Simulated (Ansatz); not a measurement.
Consider Au (slab).

Input file:

```
crystal:
  lattice:
    - [2.940215584, 0.0, 0.0]
    - [0.0, 7.2020279146, 0.0]
    - [0.0, 0.0, 25.1852055535]
  atoms:
    - { symbol: Au, position: [0.5, 0.6666666667, 0.2977938768] }
    - { symbol: Au, position: [0.0, 0.3333333333, 0.3314948973] }
    - { symbol: Au, position: [0.5, 0.0, 0.3651959179] }
    - { symbol: Au, position: [0.0, 0.6666666667, 0.3988969384] }
    - { symbol: Au, position: [0.5, 0.3333333333, 0.4325979589] }
    - { symbol: Au, position: [0.0, 0.0, 0.4662989795] }
    - { symbol: Au, position: [0.5, 0.6666666667, 0.5] }
    - { symbol: Au, position: [0.0, 0.3333333333, 0.5337010205] }
    - { symbol: Au, position: [0.5, 0.0, 0.5674020411] }
    - { symbol: Au, position: [0.0, 0.6666666667, 0.6011030616] }
    - { symbol: Au, position: [0.5, 0.3333333333, 0.6348040821] }
    - { symbol: Au, position: [0.0, 0.0, 0.6685051027] }
    - { symbol: Au, position: [0.5, 0.6666666667, 0.7022061232] }
basis:
  ecutwfc: 420
kpoints:
  mp_grid: { grid: [12, 5, 1] }
hamiltonian:
  xc: pbe
scf:
  occupations: { method: gaussian, width: 0.1 }
output:
  forces: true
  eigenvalues: true
  write_density: true
  write_potential: true
  elf: true
  volumetric_format: npy
relax:
  adjacent_minimum: "off"
  f_tol: 0.02
  max_steps: 60
efield:
  axis: 3
  dipole_correction: true
  ramp_width: 0.04
```

Command:

```sh
ansatz run input.yaml --threads 8 --pin off --max-ram 15360MiB --backend cpu --events-out ev --progress --plain --runs-dir out
```

The fields are those of the run's last geometry, not of the input's.

Computed without spin polarisation.

All numbers below come from DFT PBE, scalar-relativistic, plane waves, PAW in Ansatz 0.2.0.

### Predict the valence pseudo-density and electron localisation function between the atoms.

Au–Au (2.89 Å): the density is about 0.29 e/Å³ at the midpoint; the ELF is about 0.20 at the midpoint (no shared electron pair shows on this line).
Au–Au (2.98 Å): ρ is about 0.24 e/Å³ halfway; the ELF is about 0.20 at the midpoint (no shared electron pair shows on this line).

### Does the calculation give a band gap?

It is gapless in this calculation (a metal or semimetal).

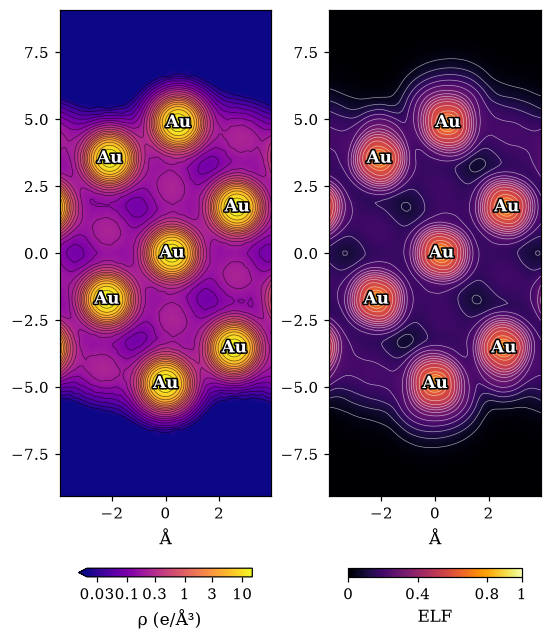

Computed valence pseudo-density and electron localisation function on the (100) plane of the calculation cell, a cut from vacuum to vacuum, in this order. 

The density is the valence pseudo-density of a PAW calculation; it isn't the true density close to the nuclei.
